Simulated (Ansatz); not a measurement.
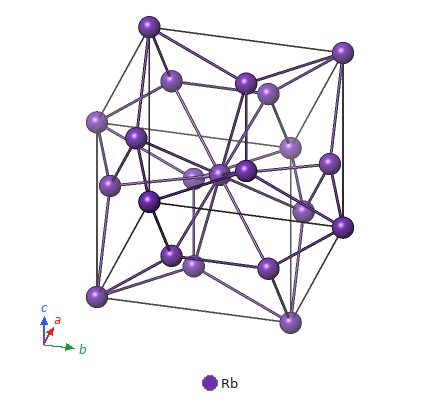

The structure; the drawing may span several cells.

Structure (in its standard cell), the end point of a relaxation with Ansatz, DFT, BLYP, plane waves (420 eV) with PAW, scalar-relativistic; the starting structure was generated, so it need not be a known form of this composition:

```
Rb
1.0
     9.19977    0.00000    0.00000
     0.00000    9.19977    0.00000
     0.00000    0.00000    9.19977
Rb
8
Direct
  0.00000 0.00000 0.00000
  0.50000 0.50000 0.50000
  0.25000 0.00000 0.50000
  0.75000 0.00000 0.50000
  0.50000 0.25000 0.00000
  0.50000 0.75000 0.00000
  0.00000 0.50000 0.25000
  0.00000 0.50000 0.75000
```

### Predict the [001] zone-axis pattern (120 kV, kinematic, B = 1 Å²).

The spots form a square net with both shortest vectors at d = 9.20 Å, 90.0° apart. They are 1 0 0 (itself extinct) and 0 1 0 (itself extinct). The pattern has symmetry 4mm (to the eye close to 6mm). A screw axis and a glide plane both extinguish reflections such as 0 1 0, 1 0 0, 0 3 0; reflections such as 1 4 0, 4 -1 0, 3 4 0 are allowed by the space group but vanish because the atoms sit on special positions; reflections such as 1 -1 0, 1 1 0, 2 -2 0 are allowed but too weak to see at this display level.

Strongest reflections with d > 2.39 Å, one of each family (|F|² from tabulated Gaussian fits of the electron scattering factors, times a small damping for the curvature of the Ewald sphere):

```
  hkl  d (Å)  I (strongest = 100)
2 0 0  4.600                  100
2 1 0  4.114                   86
3 2 0  2.552                   42
```

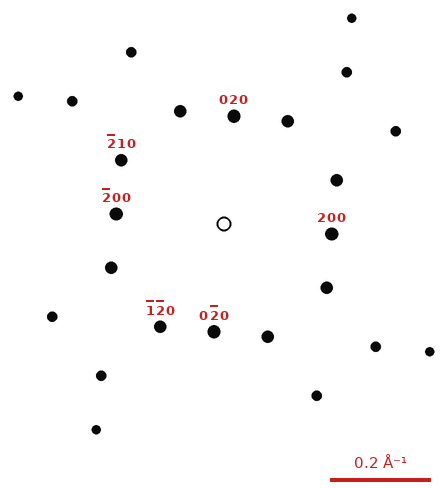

Calculated pattern, seen from the source side with [001] pointing towards the source.
